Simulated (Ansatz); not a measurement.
The structure in question:

```yaml
crystal:
  lattice:
    - [4.35873, 0.00000, 0.00000]
    - [0.00000, 4.35873, 0.00000]
    - [0.00000, 0.00000, 4.35873]
  atoms:
    - { symbol: Ga, position: [0.00000, 0.00000, 0.00000] }
    - { symbol: N, position: [0.25000, 0.25000, 0.25000] }
    - { symbol: Ga, position: [0.00000, 0.50000, 0.50000] }
    - { symbol: N, position: [0.25000, 0.75000, 0.75000] }
    - { symbol: Ga, position: [0.50000, 0.00000, 0.50000] }
    - { symbol: N, position: [0.75000, 0.25000, 0.75000] }
    - { symbol: Ga, position: [0.50000, 0.50000, 0.00000] }
    - { symbol: N, position: [0.75000, 0.75000, 0.25000] }
```

Q: Summarise the structure in words.

A: The structure is one of GaN. It is face-centred cubic, space group F-43m (No. 216). The arrangement is known as zinc blende (sphalerite type). One cell contains 4 Ga, 4 N, 8 atoms in all. The polyhedra are GaN4 tetrahedra; they share corners. About every Ga there are four N in a tetrahedral arrangement at 1.89 Å. The neighbours of N are four Ga in a tetrahedral arrangement at 1.89 Å. The bonds build a three-dimensional framework.

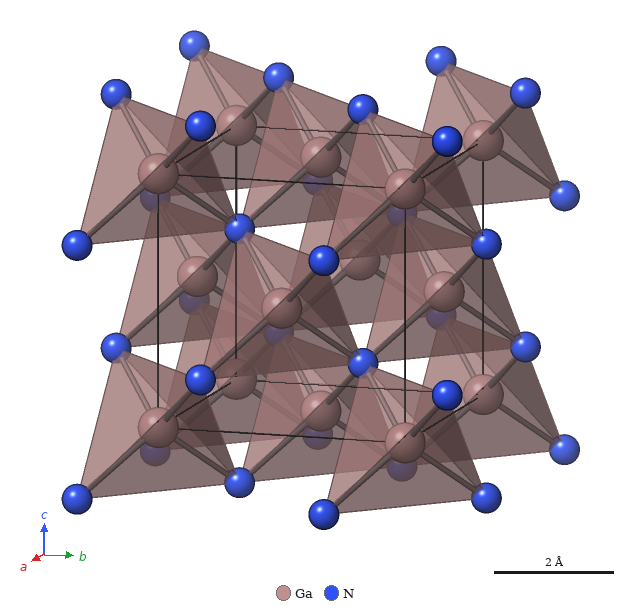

We look at a polyhedral model of the crystal slightly off an axis. The conventional unit cell is drawn as a box. Some neighbours outside the box are added.

Provenance: a structure listed in the Materials Project. The cell was then strained or its atoms displaced on purpose. An electronic-structure calculation with Ansatz was run on it.

At this level of theory the run's own cell isn't at rest (compressed, at 29 GPa), so its distances can differ from those at equilibrium, the more so the softer the solid.
